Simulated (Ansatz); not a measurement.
# ZnS: what the fields show

Input file:

```
crystal:
  lattice:
    - [6.6894176902, 0.0, 0.0]
    - [0.0, 6.6894176902, 0.0]
    - [0.0, 0.0, 6.6894176902]
  atoms:
    - { symbol: Zn, position: [0.5, 0.0, 0.75] }
    - { symbol: Zn, position: [0.75, 0.5, 0.0] }
    - { symbol: Zn, position: [0.0, 0.75, 0.5] }
    - { symbol: Zn, position: [0.5, 0.0, 0.25] }
    - { symbol: Zn, position: [0.25, 0.5, 0.0] }
    - { symbol: Zn, position: [0.0, 0.25, 0.5] }
    - { symbol: S, position: [0.0, 0.5, 0.75] }
    - { symbol: S, position: [0.75, 0.0, 0.5] }
    - { symbol: S, position: [0.5, 0.75, 0.0] }
    - { symbol: S, position: [0.0, 0.5, 0.25] }
    - { symbol: S, position: [0.25, 0.0, 0.5] }
    - { symbol: S, position: [0.5, 0.25, 0.0] }
basis:
  ecutwfc: 420
kpoints:
  mp_grid: { grid: [4, 4, 4] }
hamiltonian:
  xc: pbe
scf:
  occupations: { method: gaussian, width: 0.02 }
output:
  forces: true
  stress: true
  eigenvalues: true
  write_density: true
  write_potential: true
  elf: true
  volumetric_format: npy
relax:
  adjacent_minimum: "off"
  f_tol: 0.01
  max_steps: 80
  cell: { stress_tol: 0.05 }
```

Launched as:

```sh
ansatz run input.yaml --threads 1 --pin off --max-ram 2560MiB --backend cpu --events-out ev --progress --plain --runs-dir out
```

Below, planes, directions and counts refer to the conventional cell (a = 6.70 Å, b = 6.70 Å, c = 6.70 Å, α = 90.00°, β = 90.00°, γ = 90.00°).

The fields are those of the relaxed geometry.

Space group Pm-3n; a structure generated by program, which may or may not match a known phase.

These are results of Ansatz 0.2.0, DFT PBE, scalar-relativistic, plane waves, PAW, not measurements.

Core electrons are frozen (PAW), and the valence fields are smoothed inside the atomic spheres.

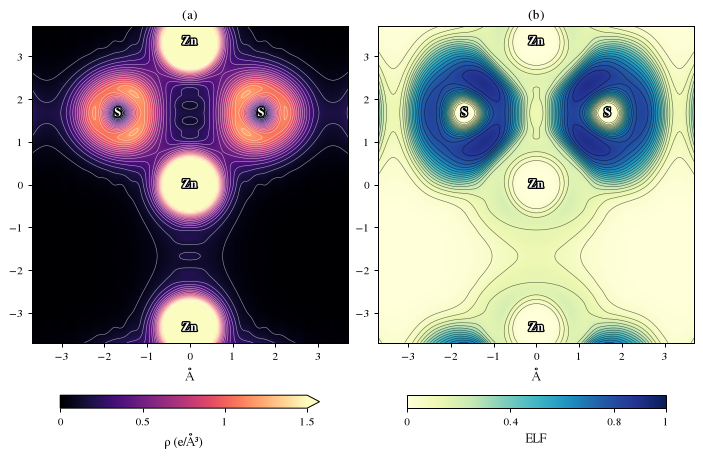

Figure 1. (a) valence pseudo-density; (b) electron localisation function on the (001) plane of the conventional cell.

Q: Read the bonding off the picture.

A: Atoms in the plane: Zn and S.
Zn–S (2.37 Å): ρ is about 0.48 e/Å³ halfway; the ELF peaks at about 0.90 in the valence shell of S, 0.8 Å from its nucleus, and is about 0.55 at the midpoint.
The density dies away to nearly zero in the voids.

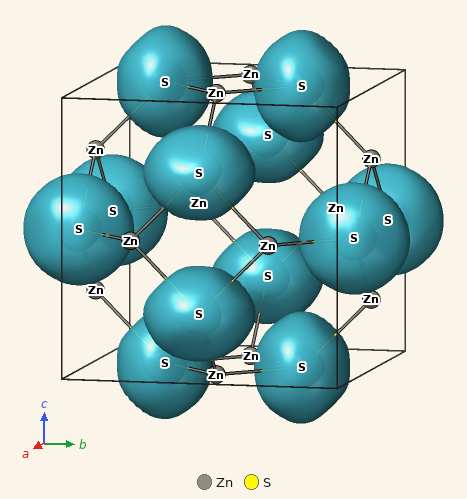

Figure 2. Isosurface of the electron localisation function at 0.65 (cyan), seen slightly off an axis. Core shells and regions of very low density are left out. Sticks mark near contacts.

Q: Where are the electrons localised?

A: The surface consists of six regions wrapped around S (the valence shell of each), counted in one cell of 12 atoms. Any copies at cell faces, edges or corners count once.

Q: Does the calculation make it a metal, or give it a gap?

A: It is gapped, with a Kohn–Sham gap of 2.0 eV on the k-point mesh, an upper bound to the gap of this method.
